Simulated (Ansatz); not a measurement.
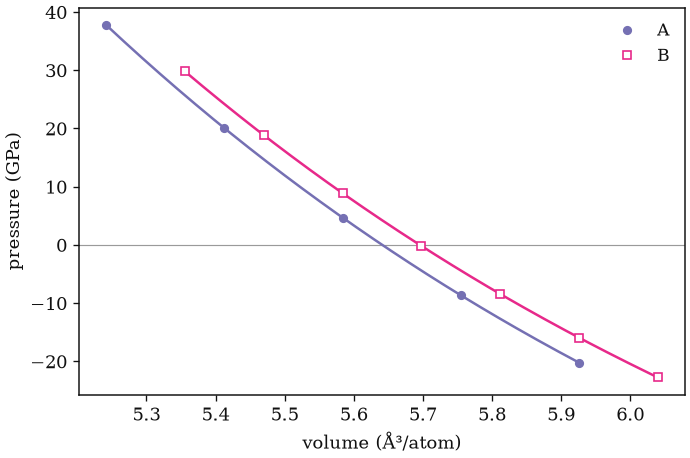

The figure shows the pressure against volume, with one curve for each functional, for C (space group Fd-3m). The labels are replaced by letters. In alphabetical order the cases are: PBE; r2SCAN.

Calculation (Ansatz 0.2.0 development build): equation of state of a cubic crystal from periodic Kohn-Sham density functional theory without spin, third-order Birch-Murnaghan fit to the free energies; pressure corrected for the finite basis.

structure type diamond; atoms in cell 2; space group number 227; lattice centring face-centred primitive; occupation method Fermi–Dirac; datasets soft-1 PAW; density tolerance 1e−07 eV; bands 8; density cutoff ratio 4; search for lower states default.

### Which letter stands for which functional?

A: r2SCAN; B: PBE.
